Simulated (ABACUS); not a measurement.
## Band-structure run, with input and output: ZnSe (part 2 of 2)

The same run, continued: ZnSe (F-43m, 2 atoms in the cell); Kohn-Sham DFT of a periodic cell, TPSS, SG15 ONCV 1.2 PBE, no spin polarisation (ABACUS 3.10.1); cutoff 1374.17 eV, 5×5×5 k-mesh, fermi-dirac of 0.05 eV. The structure derives from an entry of the Crystallography Open Database.

Geometry of the input (Å; fractional positions):
```
0.0000  2.8338  2.8338
2.8338  0.0000  2.8338
2.8338  2.8338  0.0000
Se 0.7500  0.7500  0.7500
Zn 0.0000  0.0000  0.0000
```

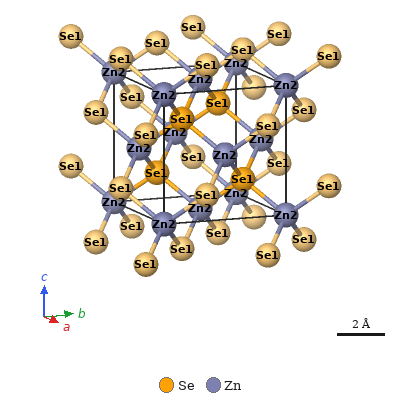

Fig. 1: The structure as given in the input (ball-and-stick view of the cell 4 times as large as that of the calculation, set on its symmetry axes, seen slightly off an axis; neighbours outside the cell are drawn fainter; atoms are numbered from 1 in the order of the input).

What the program printed, continued
```
 Density error is 0.0471520310643
                          Error Threshold = 0.00034104682247
----------------------------------------------------------
     Energy           Rydberg                 eV
----------------------------------------------------------
 E_KohnSham     -419.1302258240      -5702.5592752337
 E_Harris       -414.6535501805      -5641.6509783840
 E_Fermi        0.5523961810         7.5157356154
----------------------------------------------------------

 PW ALGORITHM --------------- ION=   1  ELEC=   3--------------------------------

 Density error is 0.00360693165719
                          Error Threshold = 0.000181353965632
----------------------------------------------------------
     Energy           Rydberg                 eV
----------------------------------------------------------
 E_KohnSham     -419.1413688045      -5702.7108832600
 E_Harris       -418.3604145183      -5692.0854550911
 E_Fermi        0.5623203893         7.6507613962
----------------------------------------------------------

 PW ALGORITHM --------------- ION=   1  ELEC=   4--------------------------------

 Density error is 0.000849566785899
                          Error Threshold = 1.38728140661e-05
----------------------------------------------------------
     Energy           Rydberg                 eV
----------------------------------------------------------
 E_KohnSham     -419.1425181331      -5702.7265206779
 E_Harris       -419.5815543363      -5708.6999146709
 E_Fermi        0.5743539961         7.8144870160
----------------------------------------------------------

 PW ALGORITHM --------------- ION=   1  ELEC=   5--------------------------------

 Density error is 5.42167179767e-05
                          Error Threshold = 3.26756456115e-06
----------------------------------------------------------
     Energy           Rydberg                 eV
----------------------------------------------------------
 E_KohnSham     -419.1425753583      -5702.7272992675
 E_Harris       -419.2478075553      -5704.1590567590
 E_Fermi        0.5716611855         7.7778494481
----------------------------------------------------------

 PW ALGORITHM --------------- ION=   1  ELEC=   6--------------------------------

 Density error is 1.11616890853e-05
                          Error Threshold = 2.08525838372e-07
----------------------------------------------------------
     Energy           Rydberg                 eV
----------------------------------------------------------
 E_KohnSham     -419.1425990697      -5702.7276218769
 E_Harris       -419.0945840004      -5702.0743433454
 E_Fermi        0.5712881926         7.7727746201
----------------------------------------------------------

 PW ALGORITHM --------------- ION=   1  ELEC=   7--------------------------------

 Density error is 4.74632969323e-07
                          Error Threshold = 4.2929573405e-08
----------------------------------------------------------
     Energy           Rydberg                 eV
----------------------------------------------------------
 E_KohnSham     -419.1426005943      -5702.7276426204
 E_Harris       -419.1354837367      -5702.6308128050
 E_Fermi        0.5715092525         7.7757822936
----------------------------------------------------------

 PW ALGORITHM --------------- ION=   1  ELEC=   8--------------------------------

 Density error is 2.25358807173e-07
                          Error Threshold = 1.82551142047e-09
----------------------------------------------------------
     Energy           Rydberg                 eV
----------------------------------------------------------
 E_KohnSham     -419.1426008470      -5702.7276460592
 E_Harris       -419.1482137320      -5702.8040132774
 E_Fermi        0.5715635610         7.7765211990
----------------------------------------------------------

 PW ALGORITHM --------------- ION=   1  ELEC=   9--------------------------------

 Density error is 1.21527883688e-09
                          Error Threshold = 8.66764642972e-10
----------------------------------------------------------
     Energy           Rydberg                 eV
----------------------------------------------------------
 E_KohnSham     -419.1426008958      -5702.7276467222
 E_KS(sigma->0) -419.1426008952      -5702.7276467148
 E_Harris       -419.1425440440      -5702.7268732149
 E_band         -47.8891851862       -651.5657911088
 E_one_elec     -353.5687348688      -4810.5494288666
 E_Hartree      179.4886897445       2442.0689070791
 E_xc           -40.4480680869       -550.3241990737
 E_Ewald        -204.6144876835      -2783.9229258463
 E_entropy(-TS) -0.0000000011        -0.0000000147
 E_descf        0.0000000000         0.0000000000
 E_exx          0.0000000000         0.0000000000
 E_Fermi        0.5715740273         7.7766635996
----------------------------------------------------------

 charge density convergence is achieved
 final etot is -5702.7276467 eV
 EFERMI = 7.7766635996 eV

 STATE ENERGY(eV) AND OCCUPATIONS    NSPIN == 1
 1/3 kpoint (Cartesian) = 0.0000 0.0000 0.0000 (5209 pws)
       1       -118.607      0.0160000
       2       -72.8027      0.0160000
       3       -72.8027      0.0160000
       4       -72.8027      0.0160000
       5       -6.47900      0.0160000
       6       0.425771      0.0160000
       7       0.425771      0.0160000
       8       0.425771      0.0160000
       9       0.790983      0.0160000
      10       0.790983      0.0160000
      11        7.00318      0.0160000
      12        7.00318      0.0160000
      13        7.00318      0.0160000
      14        8.49511    9.20055e-09
      15        13.0396    3.09733e-48
      16        13.0396    3.09733e-48
      17        13.0396    3.09733e-48
      18        17.1309    9.00597e-84
      19        18.7064        0.00000
      20        18.7064        0.00000
      21        20.2627        0.00000
      22        20.2627        0.00000
      23        20.2627        0.00000

 2/3 kpoint (Cartesian) = 0.035288 0.035288 0.035288 (5258 pws)
       1       -118.607       0.128000
       2       -72.8028       0.128000
       3       -72.8027       0.128000
       4       -72.8027       0.128000
       5       -6.23129       0.128000
       6       0.454910       0.128000
       7       0.462422       0.128000
       8       0.462422       0.128000
       9       0.789817       0.128000
      10       0.789817       0.128000
      11        4.64567       0.128000
      12        6.66283       0.128000
      13        6.66283       0.128000
      14        9.88429    6.31794e-20
      15        13.2678    2.57928e-49
      16        13.5524    8.70169e-52
      17        13.5524    8.70169e-52
      18        17.5723    1.05539e-86
      19        17.5723    1.05539e-86
      20        18.1128        0.00000
      21        20.2428        0.00000
      22        23.2807        0.00000
      23        23.2807        0.00000

 3/3 kpoint (Cartesian) = 0.070577 0.070577 0.070577 (5264 pws)
       1       -118.607       0.128000
       2       -72.8028       0.128000
       3       -72.8027       0.128000
       4       -72.8027       0.128000
       5       -5.76855       0.128000
       6       0.508207       0.128000
       7       0.508207       0.128000
       8       0.744534       0.128000
       9       0.805901       0.128000
      10       0.805901       0.128000
      11        2.27244       0.128000
      12        6.20503       0.128000
      13        6.20503       0.128000
      14        9.80358    3.17404e-19
      15        13.6256    2.01462e-52
      16        13.6256    2.01462e-52
      17        15.3553    1.90538e-67
      18        17.6854    1.09875e-87
      19        19.1726        0.00000
      20        19.1726        0.00000
      21        22.5604        0.00000
      22        23.4821        0.00000
      23        23.4821        0.00000

------------------------------------------------------------------------------------------
 TOTAL-FORCE (eV/Angstrom)
------------------------------------------------------------------------------------------
                       Se1         0.0000000000         0.0000000000         0.0000000000
                       Zn1         0.0000000000         0.0000000000         0.0000000000
------------------------------------------------------------------------------------------

----------------------------------------------------------------
 TOTAL-STRESS (KBAR)
----------------------------------------------------------------
        22.8111833546        -0.0000000000        -0.0000000000
        -0.0000000000        22.8111833546         0.0000000000
        -0.0000000000         0.0000000000        22.8111833546
----------------------------------------------------------------
 TOTAL-PRESSURE: 22.811183 KBAR

 --------------------------------------------
 !FINAL_ETOT_IS -5702.7276467221754501 eV
 --------------------------------------------
```

Standard output
```
ABACUS v3.10.1

               Atomic-orbital Based Ab-initio Computation at UStc

 dft_functional readin is: MGGA_X_TPSS+MGGA_C_TPSS
 dft_functional in pseudopot file is: PBE
 Please make sure this is what you need
 dft_functional readin is: MGGA_X_TPSS+MGGA_C_TPSS
 dft_functional in pseudopot file is: PBE
 Please make sure this is what you need

%%%%%%%%%%%%%%%%%%%%%%%%%%%%%%%%%%%%%%%%%%%%%%%%%%%%%%%%%%%%%%%%%%%%%%%%%%%%%%%%%%%%%%%%%%%%%%%%%%%%%%%%%
 Warning: the number of valence electrons in pseudopotential > 12 for Zn: [Ar] 3d10 4s2
 Pseudopotentials with additional electrons can yield (more) accurate outcomes, but may be less efficient.
 If you're confident that your chosen pseudopotential is appropriate, you can safely ignore this warning.
%%%%%%%%%%%%%%%%%%%%%%%%%%%%%%%%%%%%%%%%%%%%%%%%%%%%%%%%%%%%%%%%%%%%%%%%%%%%%%%%%%%%%%%%%%%%%%%%%%%%%%%%%

 UNIFORM GRID DIM        : 50 * 50 * 50
 UNIFORM GRID DIM(BIG)   : 50 * 50 * 50
func,idMGGA_X_TPSS 202
func,idMGGA_C_TPSS 231
 ---------------------------------------------------------
 Self-consistent calculations for electrons
 ---------------------------------------------------------
 SPIN    KPOINTS         PROCESSORS  THREADS
 1       10              4           4
 ---------------------------------------------------------
 Use plane wave basis
 ---------------------------------------------------------
 ELEMENT NATOM       XC
 Se      1
 Zn      1
 ---------------------------------------------------------
 Initial plane wave basis and FFT box
 ---------------------------------------------------------
 -------------------------------------------
 SELF-CONSISTENT :
 -------------------------------------------
 START CHARGE      : atomic
 ITER       ETOT/eV          EDIFF/eV         DRHO         DKIN     TIME/s
 DA1     -5.70178335e+03   0.00000000e+00   8.8672e-02   8.2406e-01  11.33
 DA2     -5.70255928e+03  -7.75923572e-01   4.7152e-02   4.7019e-01   4.19
 DA3     -5.70271088e+03  -1.51608026e-01   3.6069e-03   1.0316e-01   2.49
 DA4     -5.70272652e+03  -1.56374180e-02   8.4957e-04   1.5081e-02   3.23
 DA5     -5.70272730e+03  -7.78589526e-04   5.4217e-05   2.2408e-03   2.42
 DA6     -5.70272762e+03  -3.22609454e-04   1.1162e-05   4.2682e-03   3.20
 DA7     -5.70272764e+03  -2.07434360e-05   4.7463e-07   3.1253e-04   2.52
 DA8     -5.70272765e+03  -3.43881850e-06   2.2536e-07   4.5495e-04   3.89
 DA9     -5.70272765e+03  -6.62994661e-07   1.2153e-09   3.3592e-04   4.46
----------------------------------------------------------------
 TOTAL-STRESS (KBAR)
----------------------------------------------------------------
        22.8111833546        -0.0000000000        -0.0000000000
        -0.0000000000        22.8111833546         0.0000000000
        -0.0000000000         0.0000000000        22.8111833546
----------------------------------------------------------------
 TOTAL-PRESSURE: 22.811183 KBAR
```

Key numbers

| quantity | value |
| --- | --- |
| outcome | converged |
| space group (tolerance 0.01 Å) | F-43m (216) |
| electrons treated | 26 |
| free energy | −5702.7276 eV |
| Fermi energy of the self-consistent step | 7.777 eV |
| gap on the k-point mesh | 1.49 eV |
| pressure | 2.28 GPa |
| largest force (length of the vector) | under 0.001 eV/Å |
| hardware | 4 threads of Intel Xeon (Sapphire Rapids), 64 GiB of memory available, shared host |
| wall time | 40 s (CPU time 2.6 min) |
| peak memory | 0.52 GiB |
